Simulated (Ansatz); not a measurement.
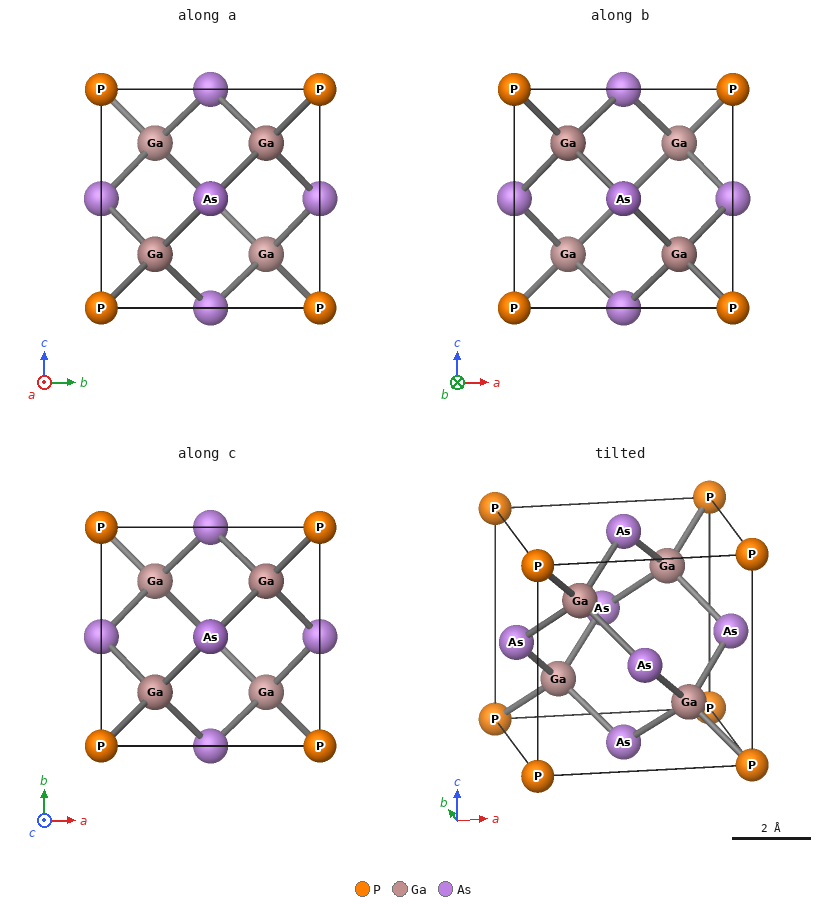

A ball-and-stick rendering, viewed along the a axis, along the b axis, along the c axis and slightly off an axis. The lines enclose the conventional unit cell; boundary atoms appear with their images.

Lattice parameters: a = 5.6115 Å, b = 5.6115 Å, c = 5.6115 Å, α = 90.000°, β = 90.000°, γ = 90.000°.

### Reconstruct the structure as a CIF with its space group and independent sites, with free fractional coordinates to two decimals.

```cif
data_structure
_symmetry_space_group_name_H-M 'P -4 3 m'
_symmetry_Int_Tables_number 215
_cell_length_a 5.6115
_cell_length_b 5.6115
_cell_length_c 5.6115
_cell_angle_alpha 90.000
_cell_angle_beta 90.000
_cell_angle_gamma 90.000
_cell_volume 176.70
loop_
_atom_site_label
_atom_site_type_symbol
_atom_site_symmetry_multiplicity
_atom_site_Wyckoff_symbol
_atom_site_fract_x
_atom_site_fract_y
_atom_site_fract_z
_atom_site_occupancy
P1 P 1 a 0.00 0.00 0.00 1
Ga1 Ga 4 e 0.75 0.75 0.75 1
As1 As 3 c 0.50 0.50 0.00 1
```

The initial geometry was a structure type filled with these elements by a generator (whether the compound takes this form wasn't checked). Earlier steps of the study, as a rule a relaxation of our own, may have changed the cell and positions, so they can lie some per cent off the listed ones. It was run through Ansatz as a DFT input.
